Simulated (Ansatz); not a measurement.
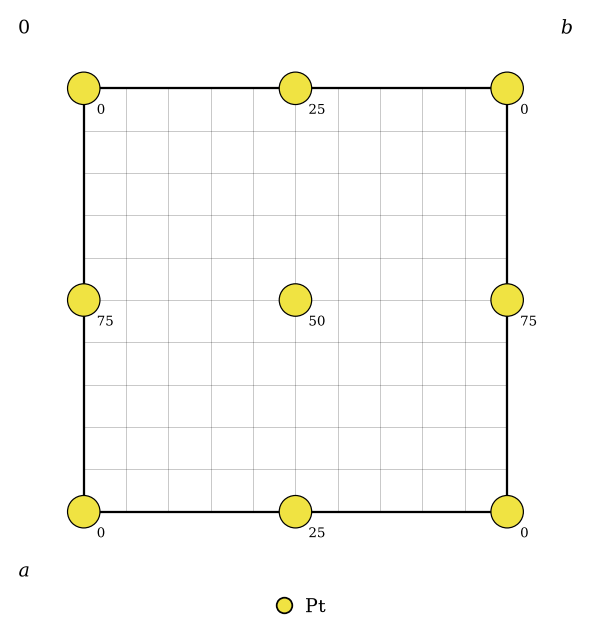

Plan of a unit cell projected along c (a down the page, b across); the numbers are heights in hundredths of c, and atoms on the cell's edges are repeated. The grid marks tenths of a and b. Source: the end point of a relaxation with DFT PBEsol, scalar-relativistic, plane waves, PAW (Ansatz 0.2.0); the starting structure was generated, so it need not be a known form of this composition. The drawing is computed from the coordinates (standard cell, symmetry found to 0.002 Å).

a = 4.964 Å, b = 4.964 Å, c = 2.671 Å, α = 90.00°, β = 90.00°, γ = 90.00°.

What does the cell contain?

4 Pt: Pt, Z = 4.

Give the fractional coordinates of all atoms, to two places.

```csv
atom,x,y,z
Pt,0.00,0.00,0.00
Pt,0.00,0.50,0.25
Pt,0.50,0.50,0.50
Pt,0.50,0.00,0.75
```
